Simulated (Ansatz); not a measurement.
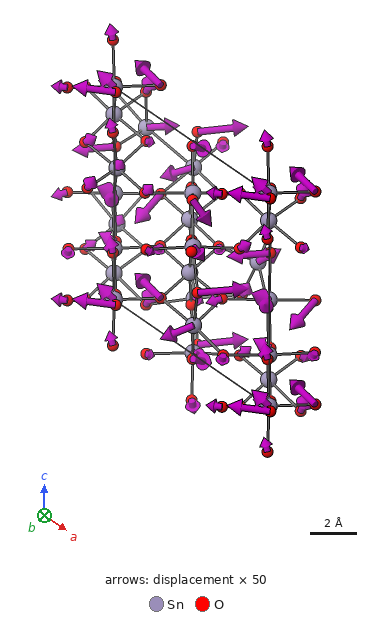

This is a relaxation of a defect cell of composition Sn₁₇O₃₁ (cell charge −2). The starting structure is drawn; purple arrows show the displacements, magnified 50 times.

Style: ball-and-stick. Shown: the cell of the calculation, along the b axis.

Case: Sn on a O site (g), charge -2, atoms relaxed at the host's cell.

The calculation used DFT PBE, scalar-relativistic, plane waves, PAW (Ansatz 0.2.0). Set-up: plane-wave cutoff 420 eV; k-point mesh 2 × 2 × 2; occupations gaussian; smearing width 0.01 eV; mesh shifted by (0.5, 0.5, 0.5); no spin polarisation; atoms relaxed in a fixed cell; force threshold 0.025 eV/Å; at most 45 steps.

Q: What did the optimiser do to the structure, and how much energy did it gain?

A: After 4 accepted moves (5 points after the start) the energy has fallen by 68.8 meV per cell of the calculation. The largest force component goes from 0.6 to 0.0073 eV/Å. The line search rejected the trial step at point 4 of the run. The largest moves, 0.046 Å, are those of O atoms. Largest moves by element: O 0.046 Å, Sn 0.034 Å. The cell doesn't change. Near-neighbour distances that change, for instance: O–Sn 2.204 → 2.251 Å, Sn–Sn 2.782 → 2.741 Å, O–Sn 2.194 → 2.223 Å, O–Sn 2.279 → 2.300 Å. Bond angles that change, for instance: O–Sn–O 175.5° → 172.9°, O–Sn–O 97.3° → 95.0°. The run took of the order of 6 core-minutes on a shared host.

Limits of the set-up: the cell is charged, on a uniform background, and energies carry no finite-size correction.
